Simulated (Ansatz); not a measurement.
H

Input

```
crystal:
  lattice:
    - [2.6234813799, -2.5669048168, 0.0]
    - [2.6234813799, 2.5669048168, 0.0]
    - [0.0, 0.0, 4.141818]
  atoms:
    - { symbol: H, position: [0.95329563, 0.04670437, 0.06850889] }
    - { symbol: H, position: [0.45329563, 0.54670437, 0.43149111] }
    - { symbol: H, position: [0.54670437, 0.45329563, 0.56850889] }
    - { symbol: H, position: [0.04670437, 0.95329563, 0.93149111] }
basis:
  ecutwfc: 420
kpoints:
  mp_grid: { grid: [6, 6, 6] }
hamiltonian:
  xc: pbe
scf:
  occupations: { method: gaussian, width: 0.02 }
output:
  forces: true
  stress: true
  eigenvalues: true
  write_density: true
  write_potential: true
  elf: true
  volumetric_format: npy
relax:
  adjacent_minimum: "off"
  f_tol: 0.005
  max_steps: 80
  cell: { stress_tol: 0.05 }
```

Run with:

```sh
ansatz run input.yaml --threads 4 --pin off --max-ram 9216MiB --backend cpu --events-out ev --progress --plain --runs-dir out
```

Below, planes, directions and counts refer to the conventional cell (a = 5.44 Å, b = 5.12 Å, c = 4.42 Å, α = 90.00°, β = 90.00°, γ = 90.00°).

The fields are those of the relaxed geometry.

Space group Cmce; a structure from a database of computed crystals, not necessarily the ambient phase.

Method: DFT PBE, scalar-relativistic, plane waves, PAW (Ansatz 0.2.0).

> Predict the valence pseudo-density and electron localisation function between the atoms.

H–H (0.75 Å): ρ is about 1.8 e/Å³ halfway; the ELF peaks at about 1 between the atoms.

> Metal or insulator at this level of theory?

It is gapped, with a Kohn–Sham gap of 9.3 eV on the k-point mesh, an upper bound to the gap of this method.

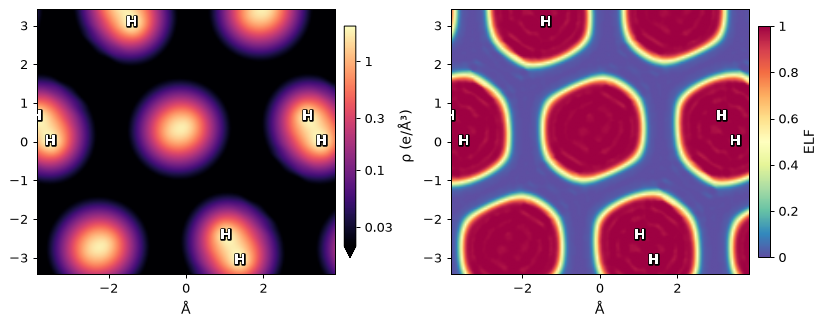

Computed valence pseudo-density and electron localisation function on the (111) plane of the conventional cell, in this order. Atoms just off the plane (H, 0.3 Å away) can leave unmarked features too.

The density is the valence pseudo-density of a PAW calculation; it isn't the true density close to the nuclei.
